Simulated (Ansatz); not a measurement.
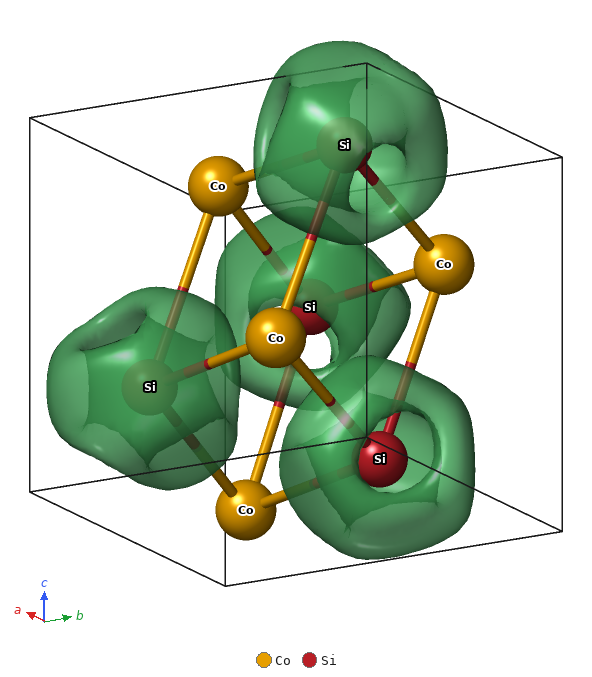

CoSi. Isosurface of the electron localisation function at 0.55 (green), seen at an oblique angle. Only the valence region is drawn (cores and ρ < 0.01 e/Å³ removed). Sticks mark near contacts.

Space group P2₁3; started from the measured structure prototype, which need not be the ambient phase; computed without spin polarisation.

Method: DFT, LDA, plane waves, PAW (Ansatz 0.2.0).

Core electrons are frozen (PAW), and the valence fields are smoothed inside the atomic spheres.

```
CELL_PARAMETERS angstrom
4.35024 0.00000 0.00000
0.00000 4.35024 0.00000
0.00000 0.00000 4.35024
ATOMIC_POSITIONS crystal
Co 0.14571 0.14571 0.14571
Co 0.35429 0.85429 0.64571
Co 0.64571 0.35429 0.85429
Co 0.85429 0.64571 0.35429
Si 0.84311 0.84311 0.84311
Si 0.65689 0.15689 0.34311
Si 0.34311 0.65689 0.15689
Si 0.15689 0.34311 0.65689
```

**Where are the electrons localised?**

At this value the surface marks out four regions wrapped around Si (the valence shell of each), counted in one cell of 8 atoms. Any copies at cell faces, edges or corners count once.

Values along the shortest contacts:
Co–Si (2.28 Å): the ELF peaks at about 0.65 in the valence shell of Si, 0.9 Å from its nucleus, and is about 0.40 at the midpoint. Co–Si (2.38 Å): the ELF peaks at about 0.70 in the valence shell of Si, 0.9 Å from its nucleus, and is about 0.50 at the midpoint.
